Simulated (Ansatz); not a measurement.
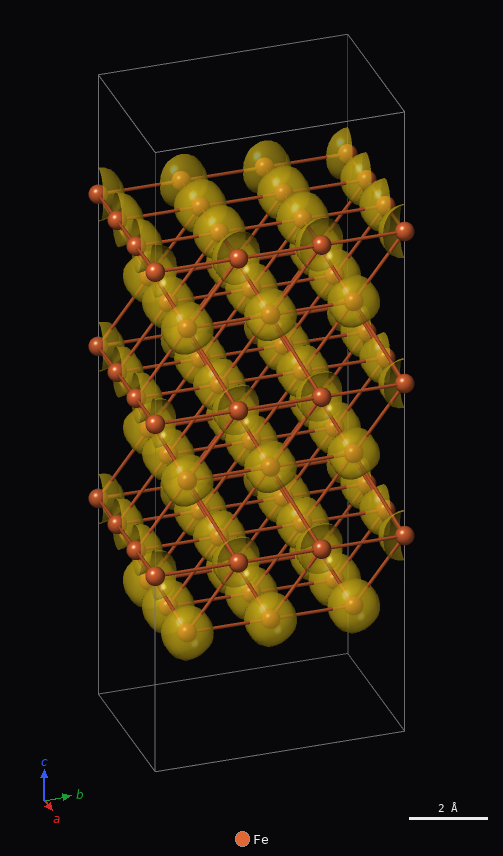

*Fe (slab). Isosurfaces of the spin density (up minus down) at +0.5 (yellow) and −0.5 e/Å³ (cyan), seen slightly off an axis. Sticks mark near contacts.*

Not relaxed (largest force 0.3 eV/Å); spin-polarised.

Method: Kohn-Sham DFT of a periodic cell, PBE, Ansatz PAW in Ansatz 0.2.0.

In a PAW calculation such maps are meaningful between the atoms, not at the nuclei.

Question: Which atoms carry the moments, and with what signs?

Answer: The spin density sits on Fe: +2.7 μB (×2), +2.4 μB (×2) and +2.3 μB (×2) in one cell of 6 atoms: parallel moments (a ferromagnetic arrangement) in this solution. The cell of the calculation (6 atoms) carries 14.7 μB of net spin moment. Only one sign reaches the isovalue.
